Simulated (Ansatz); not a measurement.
Input of the run:

```
crystal:
  lattice:
    - [-1.8587807214, 1.8587807214, 4.8804778907]
    - [1.8587807214, -1.8587807214, 4.8804778907]
    - [1.8587807214, 1.8587807214, -4.8804778907]
  atoms:
    - { symbol: Hf, position: [0.0, 0.0, 0.0] }
    - { symbol: Si, position: [0.75, 0.25, 0.5] }
    - { symbol: O, position: [0.9277387009, 0.4277387009, 0.5] }
    - { symbol: O, position: [0.2217177475, 0.2217177475, 0.0] }
    - { symbol: O, position: [0.5722612991, 0.0722612991, 0.5] }
    - { symbol: O, position: [0.7782822525, 0.7782822525, 0.0] }
kpoints:
  mp_grid: { grid: [10, 10, 10] }
  band_path:
    path:
      - [[0.0, 0.0, 0.0], [8.77702297658e-18, -8.77702297658e-18, 0.5], [0.25, 0.25, 0.25], [-6.149196781017e-18, 0.5, 6.149196781017e-18], [0.0, 0.0, 0.0], [0.5, 0.5, -0.5], [0.2862636595039, 0.7137363404961, -0.2862636595039]]
      - [[-0.2862636595039, 0.2862636595039, 0.2862636595039], [0.0, 0.0, 0.0]]
      - [[8.77702297658e-18, -8.77702297658e-18, 0.5], [-0.07252731900773, 0.07252731900773, 0.5]]
      - [[0.5, 0.5, -0.07252731900773], [0.5, 0.5, -0.5]]
    npoints: 10
hamiltonian:
  xc: pbe
scf:
  occupations: { method: fermi_dirac, width: 0.02 }
  n_extra_bands: 5
output:
  forces: true
  stress: true
  eigenvalues: true
  write_density: true
  write_potential: true
  elf: true
  volumetric_format: npy
```

Command:
```bash
ansatz run input.yaml --threads 4 --pin off --max-ram 6451MiB --backend cpu --events-out ev --progress --plain --runs-dir out
```

What does the calculation give for the electronic structure? The path is Γ–X–P–N–Γ–M–S|S0–Γ|X–R|G–M.

The material is gapped. The gap along this path is 3.99 eV, from the valence-band top at X to the conduction-band bottom at P; the smallest direct gap, at P, is only slightly larger at 4.00 eV. The top valence level at X is a single band, not degenerate (spin aside). The top valence band spans 1.1 eV and the lowest conduction band 1.0 eV. The direct gaps are 4.00 eV at P, 5.55 eV at N and 4.60 eV at Γ.

The cell is at 6 GPa in this functional. Spin-orbit coupling is left out, which matters for Hf.

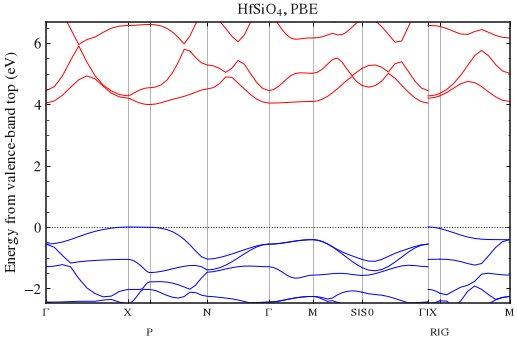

Band structure. Energies are counted from the top of the valence band.
